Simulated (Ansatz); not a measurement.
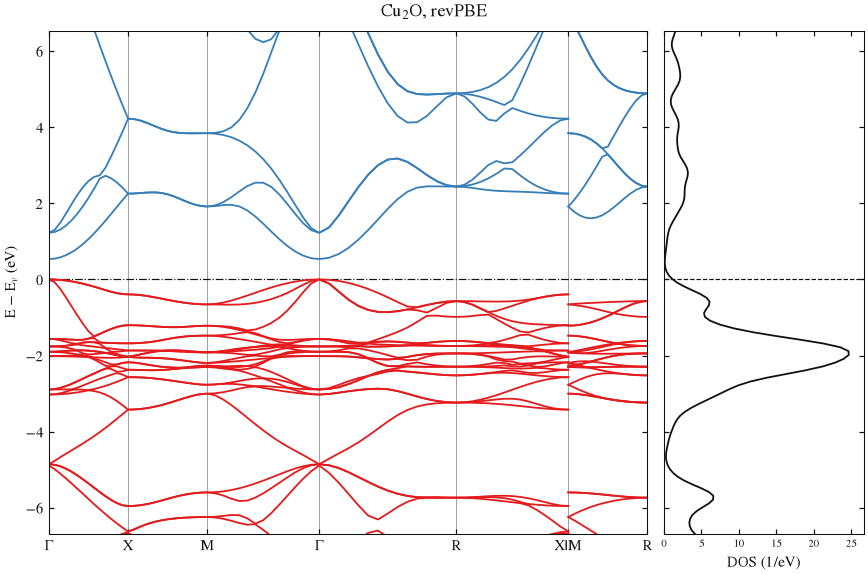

Band structure and density of states. Energies are counted from the top of the valence band. The DOS curve is built from the levels of the k mesh with Gaussians 0.55 eV wide, which also blur the band edges; ripples of that width can come from the mesh.

This input was run:

```yaml
crystal:
  lattice:
    - [4.26, 0.0, 0.0]
    - [0.0, 4.26, 0.0]
    - [0.0, 0.0, 4.26]
  atoms:
    - { symbol: Cu, position: [0.75, 0.25, 0.75] }
    - { symbol: Cu, position: [0.75, 0.75, 0.25] }
    - { symbol: Cu, position: [0.25, 0.75, 0.75] }
    - { symbol: Cu, position: [0.25, 0.25, 0.25] }
    - { symbol: O, position: [0.5, 0.5, 0.5] }
    - { symbol: O, position: [0.0, 0.0, 0.0] }
hamiltonian:
  xc: revpbe
  pseudopotentials: { kind: paw }
kpoints:
  mp_grid: { grid: [6, 6, 6] }
  band_path:
    path:
      - [[0.0, 0.0, 0.0], [0.0, 0.5, 0.0], [0.5, 0.5, 0.0], [0.0, 0.0, 0.0], [0.5, 0.5, 0.5], [0.0, 0.5, 0.0]]
      - [[0.5, 0.5, 0.0], [0.5, 0.5, 0.5]]
    npoints: 14
scf:
  occupations: { method: fermi_dirac, width: 0.05 }
  n_extra_bands: 15
output:
  forces: true
  stress: true
  eigenvalues: true
  fatbands: false
  write_density: true
  write_potential: true
  elf: true
  volumetric_format: npy
```

System: Cu2O, space group Pn-3m (No. 224), 6 atoms in the cell.

Method: revPBE, Ansatz PAW, no spin polarisation, no spin-orbit coupling, 6×6×6 k mesh, 420 eV cutoff (Ansatz 0.2.0).

**Read off the fundamental gap and say whether it is direct.**

The material is gapped. The gap along this path is 0.54 eV and direct: both edges lie at Γ.

**How much do the top valence band and the lowest conduction band disperse along the path?**

The top valence band spans 0.7 eV and the lowest conduction band 1.9 eV.

The PAW data sets were made with another functional. LDA, GGA and most meta-GGA functionals understate gaps. The cell is at 6 GPa in this functional.
